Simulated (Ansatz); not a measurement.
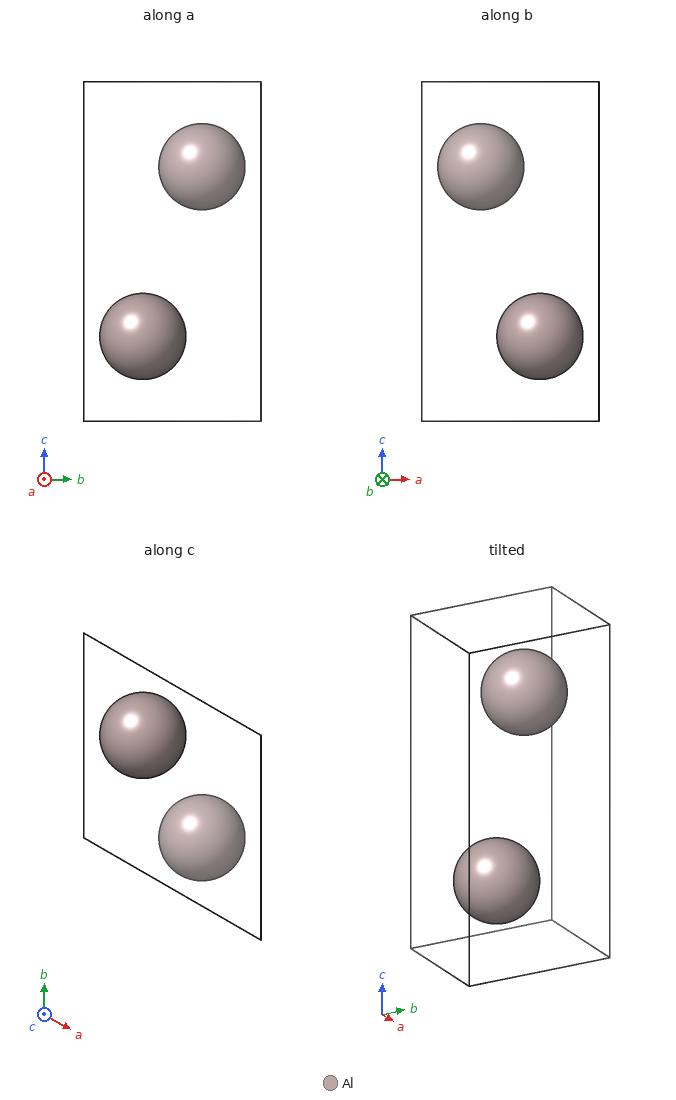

This spheres-only model is shown along the a axis, along the b axis, along the c axis and slightly off an axis. Lines trace the edges of the conventional unit cell.

Lattice parameters: a = 2.8329 Å, b = 2.8329 Å, c = 4.6957 Å, α = 90.000°, β = 90.000°, γ = 120.000°.

> Write down what is shown as a CIF with its space group and independent sites.

```cif
data_structure
_symmetry_space_group_name_H-M 'P 63/m m c'
_symmetry_Int_Tables_number 194
_cell_length_a 2.8329
_cell_length_b 2.8329
_cell_length_c 4.6957
_cell_angle_alpha 90.000
_cell_angle_beta 90.000
_cell_angle_gamma 120.000
_cell_volume 32.64
loop_
_atom_site_label
_atom_site_type_symbol
_atom_site_symmetry_multiplicity
_atom_site_Wyckoff_symbol
_atom_site_fract_x
_atom_site_fract_y
_atom_site_fract_z
_atom_site_occupancy
Al1 Al 2 d 0.6667 0.3333 0.2500 1
```

Its origin is a textbook structure type filled with this element (whether it is the usual form wasn't checked). A relaxation with DFT PBEsol, scalar-relativistic, plane waves, PAW in Ansatz 0.2.0 gave the geometry drawn.
